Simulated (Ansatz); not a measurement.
CaF₂: geometry relaxation (part 2 of 2)

Continued. System: CaF₂ (Fm-3m, 3 atoms in the cell). Method: DFT LDA, scalar-relativistic, plane waves, PAW, no spin polarisation (Ansatz 0.2.0); cutoff 420 eV, 8×8×8 k-mesh, fixed occupations. The structure derives from an entry of the Crystallography Open Database. It belongs to a series of runs on one base structure; here: relaxed at 1 GPa.

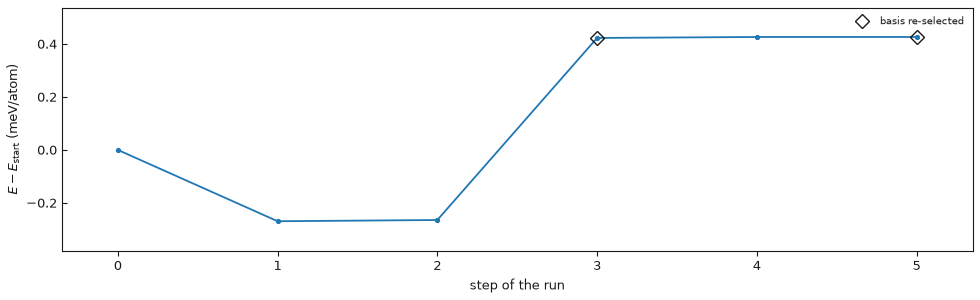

Progress of the relaxation, step by step (the first geometry is step 0 here and step 1 in the log). No atom moves by more than 0.005 Å relative to the cell. Cell: a = b = c 5.326 → 5.309 Å (−0.3 %). Volume −1.0 %. Among the contacts that change: Ca1–F2 2.306 → 2.299 Å. The space group stays Fm-3m (No. 225). After 3 geometry steps the energy has risen by 0.4 meV per atom. With the target pressure of 1 GPa, the enthalpy E + pV changes by −0.3 meV per atom. All forces vanish by symmetry, so only the cell relaxes. Pressure: 0.00 GPa at the start and 0.99 GPa at the end. 1 further SCF at an unchanged geometry re-selected the plane-wave basis for the new cell. The energy change given includes the shifts at the re-selections in mid-walk, which come without any move. A last SCF at the same geometry on a re-selected plane-wave basis shifts the energy by next to nothing (0.0 meV per atom). (Atoms are counted from 1 in the order of the input.)

```
basis re-selected at this cell: Δ(F+E_penalty+E_count) = -5.402e-10 eV, ΔP = -0.003 GPa vs the last step (what re-selecting the basis moved, of the pressure what is left beyond the Pulay correction that the steps carried, after the strain that the cell walked since its last selection, with what the two solves' SCF thresholds leave and, on support functions, any second-order correction that the steps lacked; it is no measure of the basis error at this ecutwfc). This SCF's stress stands 6.34e-3 GPa from its target on what of the cell is left free (relax.cell.stress_tol is 2.00e-2 GPa) and its largest allowed force component is 2.16e-17 eV/Å (relax.f_tol is 1.00e-3 eV/Å): within both
SCF converged after 6 iterations
Free energy (F): -3366.654798 eV
Harris-Foulkes:  -3366.654798 eV  (|F-HF|=0.00e0)
Internal energy: -3366.654798 eV  (E = F + TS)
E sigma→0 (E₀):  -3366.654798 eV
Fermi energy:    3.756301 eV
--- Per-component energies (eV) ---
  E_band       = -171.367604
  E_kinetic    = 692.244688
  E_local      = -1717.654507  (includes V_loc(G=0)·N_el)
  E_nonlocal   = 218.490971
  E_hartree    = 605.564791
  E_xc         = -293.627146
  E_vxc        = -375.123769  (∫ρ·V_xc dr)
  E_paw        = -1191.693963  (= ΣΔE_a)
  E_vpaw       = -200.458687  (= ΣTr[D̂ρ^β])
  E_aug_tail   = 0.004106  (compensation charges beyond the density's cutoff)
  E_ewald      = -1680.493408
  E_core_change = 0.509669  (= ΣΔE_core)
  E_smearing   = -0.000000  (= −TS)
  E_closure    = 0.000000  (closes the sum)
  Σ components = -3366.654798   (vs F -3366.654798, Δ=0.00e0)
--- Forces (eV/Å), atoms counted from 1 ---
  atom   1  Ca    -0.00000000     0.00000000     0.00000000
  atom   2  F     -0.00000000    -0.00000000     0.00000000
  atom   3  F      0.00000000     0.00000000     0.00000000
  max |Σ_I F_I| component: 1.04e-17 eV/Å
--- Stress (GPa, compression-positive) ---
        0.993663      -0.000000      -0.000000
       -0.000000       0.993663      -0.000000
       -0.000000      -0.000000       0.993663
  P = ⅓ Tr σ = 0.9937 GPa (9.937 kbar)
--- Band table (eV; the first three rows and the last of 29) ---
  k-point 0: bands = ["-31.3731", "-16.0040", "-15.0495", "-12.5568", "-12.5568", "-12.5568", "1.3088", "1.3088", "1.3088", "3.4838", "3.4838", "3.4838", "11.1978", "13.1141", "13.1141", "15.6387"]
  k-point 1: bands = ["-31.3646", "-16.0603", "-15.1020", "-12.5664", "-12.5664", "-12.4685", "1.3920", "1.3920", "1.4705", "3.2768", "3.4012", "3.4012", "11.6176", "13.1572", "13.1572", "15.4642"]
  k-point 2: bands = ["-31.3440", "-16.1597", "-15.2701", "-12.5894", "-12.5894", "-12.2440", "1.6069", "1.6069", "1.8498", "2.8462", "3.1954", "3.1954", "12.5388", "13.2566", "13.2566", "15.1794"]
  k-point 28: bands = ["-31.2954", "-16.0302", "-16.0302", "-12.7249", "-12.1204", "-12.1204", "1.2100", "1.3710", "2.6039", "2.6039", "3.4275", "3.6517", "12.2244", "13.8222", "14.1385", "14.1385"]
--- Relaxed structure (4 steps of the walk, 4 accepted, 2 SCFs on fresh bases) ---
  F+E_penalty+E_count = -3366.65479789 eV   max|allowed force component| = 2.159e-17 eV/Å   (the final SCF, on the basis selected at the relaxed cell)
  cell:  # Å, volume = 37.4072 Å³
    - [-6.560291492353072e-34, 2.654451995197141, 2.654451995197141]
    - [2.654451995197141, -7.006136545231436e-35, 2.654451995197141]
    - [2.654451995197141, 2.654451995197141, -5.09537203289559e-34]
  atoms:
    - { symbol: Ca, position: [1.3792680812171866e-34, -1.2976545852871756e-34, -1.0515585052520653e-34] }
    - { symbol: F, position: [0.25, 0.25, 0.25] }
    - { symbol: F, position: [0.75, 0.75, 0.75] }
```

Trajectory as extended XYZ (Å, eV, eV/Å), 6 frames, from step=1 to step=6:
```
3
Lattice="0.0000 2.6630 2.6630 2.6630 0.0000 2.6630 2.6630 2.6630 0.0000" Properties=species:S:1:pos:R:3:forces:R:3 step=1 energy=-3366.65608 pressure_GPa=-0.00
Ca    0.0000    0.0000    0.0000    0.0000   0.0000   0.0000
F     1.3315    1.3315    1.3315    0.0000   0.0000   0.0000
F     3.9945    3.9945    3.9945    0.0000   0.0000   0.0000
3
Lattice="0.0000 2.6563 2.6563 2.6563 0.0000 2.6563 2.6563 2.6563 0.0000" Properties=species:S:1:pos:R:3:forces:R:3 step=2 energy=-3366.65688 pressure_GPa=0.86
Ca    0.0000    0.0000    0.0000    0.0000   0.0000   0.0000
F     1.3281    1.3281    1.3281    0.0000   0.0000   0.0000
F     3.9844    3.9844    3.9844    0.0000   0.0000   0.0000
3
Lattice="0.0000 2.6551 2.6551 2.6551 0.0000 2.6551 2.6551 2.6551 0.0000" Properties=species:S:1:pos:R:3:forces:R:3 step=3 energy=-3366.65687 pressure_GPa=1.00
Ca    0.0000    0.0000    0.0000    0.0000   0.0000   0.0000
F     1.3276    1.3276    1.3276    0.0000   0.0000   0.0000
F     3.9827    3.9827    3.9827    0.0000   0.0000   0.0000
3
Lattice="0.0000 2.6551 2.6551 2.6551 0.0000 2.6551 2.6551 2.6551 0.0000" Properties=species:S:1:pos:R:3:forces:R:3 step=4 energy=-3366.65481 pressure_GPa=0.91
Ca    0.0000    0.0000    0.0000    0.0000   0.0000   0.0000
F     1.3276    1.3276    1.3276    0.0000   0.0000   0.0000
F     3.9827    3.9827    3.9827    0.0000   0.0000   0.0000
3
Lattice="0.0000 2.6545 2.6545 2.6545 0.0000 2.6545 2.6545 2.6545 0.0000" Properties=species:S:1:pos:R:3:forces:R:3 step=5 energy=-3366.65480 pressure_GPa=1.00
Ca    0.0000    0.0000    0.0000    0.0000   0.0000   0.0000
F     1.3272    1.3272    1.3272    0.0000   0.0000   0.0000
F     3.9817    3.9817    3.9817    0.0000   0.0000   0.0000
3
Lattice="0.0000 2.6545 2.6545 2.6545 0.0000 2.6545 2.6545 2.6545 0.0000" Properties=species:S:1:pos:R:3:forces:R:3 step=6 energy=-3366.65480 pressure_GPa=0.99
Ca    0.0000    0.0000    0.0000    0.0000   0.0000   0.0000
F     1.3272    1.3272    1.3272    0.0000   0.0000   0.0000
F     3.9817    3.9817    3.9817    0.0000   0.0000   0.0000
```

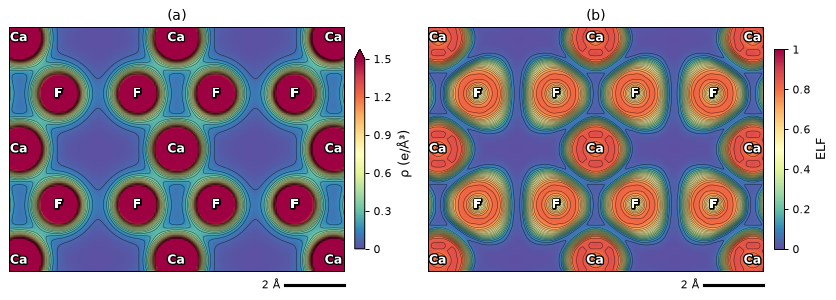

(a) valence electron density; (b) ELF on the (110) plane of the conventional cell. Atoms in the plane: Ca and F. Ca–F (2.30 Å): ρ is about 0.27 e/Å³ halfway; the ELF is about 0.05 at the midpoint, which marks ionic bonding with no shared pair. Away from the nuclei the density in this plane falls to 0.009 e/Å³ at its lowest. The strong features right at Ca lie inside the PAW spheres (semicore, d or f shells) and say nothing about bonding. Core electrons are frozen (PAW), so the fields are smoothed inside the atomic spheres.

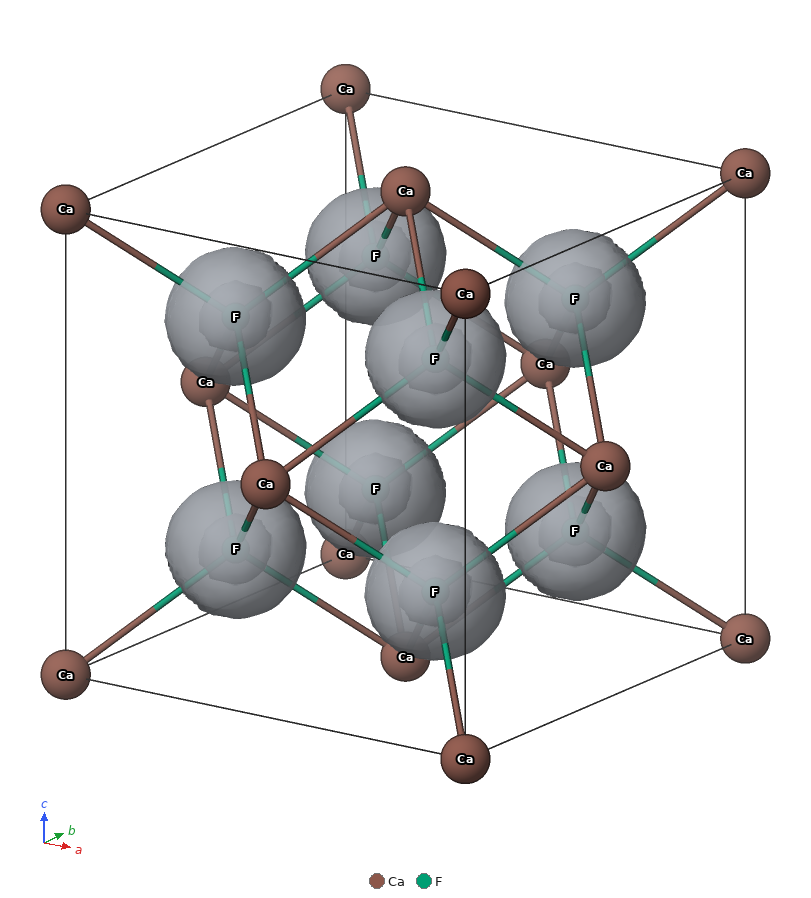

Isosurface of the electron localisation function at 0.75 (grey), seen at an oblique angle. Core shells and regions of very low density are left out. Sticks mark near contacts. The outline is the cell set on symmetry axes.

This output came from the following input.

Input:
```yaml
crystal:
  lattice:
    - [0.0, 2.6629890307, 2.6629890307]
    - [2.6629890307, 0.0, 2.6629890307]
    - [2.6629890307, 2.6629890307, 0.0]
  atoms:
    - { symbol: Ca, position: [0.0, 0.0, 0.0] }
    - { symbol: F, position: [0.25, 0.25, 0.25] }
    - { symbol: F, position: [0.75, 0.75, 0.75] }
basis:
  ecutwfc: 420
kpoints:
  mp_grid: { grid: [8, 8, 8] }
hamiltonian:
  xc: lda
scf:
  occupations: { method: fixed }
output:
  forces: true
  stress: true
  eigenvalues: true
  write_density: true
  write_potential: true
  elf: true
  volumetric_format: npy
relax:
  adjacent_minimum: "off"
  f_tol: 0.001
  max_steps: 60
  cell: { stress_tol: 0.02, p_target: 1.0 }
```

Launch command:
```bash
ansatz run input.yaml --threads 1 --pin off --max-ram 3072MiB --backend cpu --events-out ev --progress --plain --runs-dir out
```

Key numbers:

- outcome: converged
- space group (tolerance 0.01 Å): Fm-3m (225)
- electrons treated: 24
- free energy: −3366.6548 eV
- Fermi energy: 3.756 eV
- gap on the k-point mesh: 7.44 eV
- pressure: 0.99 GPa
- final volume: 37.41 Å³
- largest force (length of the vector) at the end: under 0.001 eV/Å
- final cell: a = 3.754 Å, b = 3.754 Å, c = 3.754 Å, α = 60.00°, β = 60.00°, γ = 60.00°
- hardware: 1 thread of Intel Xeon @ 2.50GHz (Skylake/Cascade Lake), 189 GiB of memory available, shared host
- wall time: 22 s (CPU time 14 s; the host was busy)
- peak memory: 0.31 GiB
